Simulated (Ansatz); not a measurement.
A periodic structure is given below.

```cif
data_structure
_symmetry_space_group_name_H-M 'P 1'
_symmetry_Int_Tables_number 1
_cell_length_a 3.2044
_cell_length_b 3.2044
_cell_length_c 5.4562
_cell_angle_alpha 72.923
_cell_angle_beta 72.923
_cell_angle_gamma 60.000
_cell_volume 45.65
loop_
_atom_site_label
_atom_site_type_symbol
_atom_site_fract_x
_atom_site_fract_y
_atom_site_fract_z
_atom_site_occupancy
Co1 Co 0.00000 0.00000 0.00000 1
Co2 Co 0.50000 0.50000 0.50001 1
O1 O 0.62399 0.62399 0.12802 1
O2 O 0.12396 0.12396 0.62811 1
```

Question: Work out the structure from the coordinates.

Answer: The stoichiometry is CoO. Strictly the space group is R3m (No. 160, within 0.01 Å). It is a distorted form of a face-centred cubic structure, space group F-43m (No. 216) within 0.25 Å: zinc blende (sphalerite type). One cell contains 2 Co, 2 O, 4 atoms in all. Co is linked to four O in a tetrahedral arrangement at 1.91 to 1.96 Å. O bonds to four Co in a tetrahedral arrangement at 1.91 to 1.96 Å. The bonds build a three-dimensional framework.

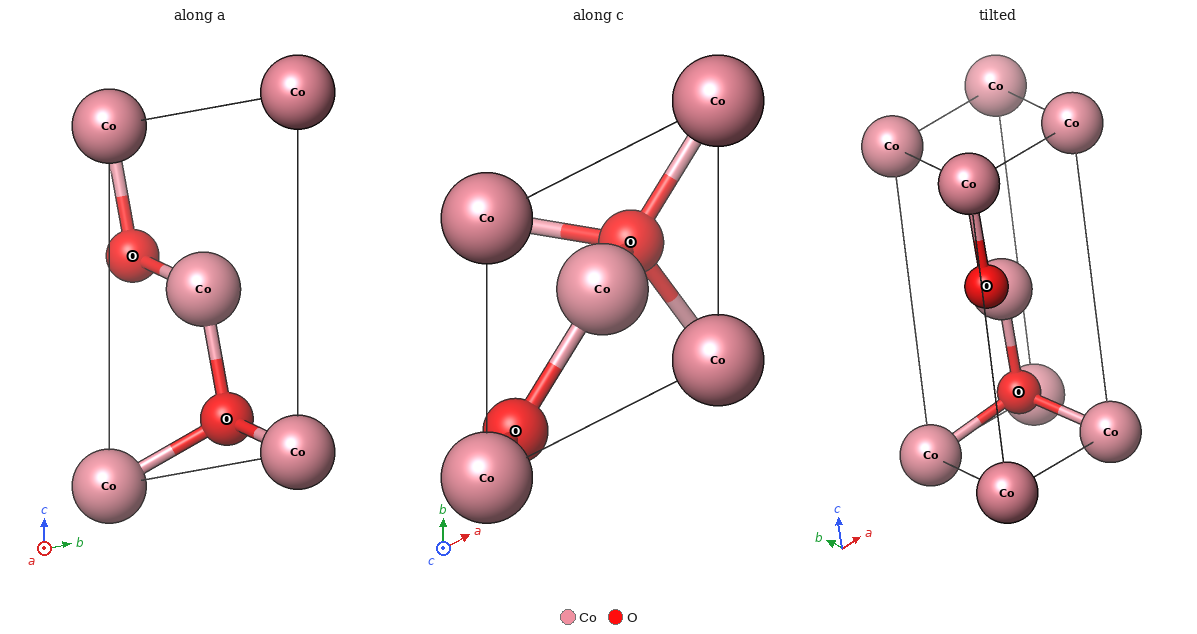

An orthographic ball-and-stick view of the structure, along the a axis, along the c axis and slightly off an axis. One unit cell is framed, with atoms on its boundary repeated. Colours: cobalt pink, oxygen red.

The model was built from a structure listed in the Materials Project. Earlier steps of the study may have refined or changed the cell and positions. A calculation with Ansatz used it as input.

At this level of theory the cell isn't at rest (compressed, at 7 GPa), so its distances can differ from those at equilibrium, the more so the softer the solid.
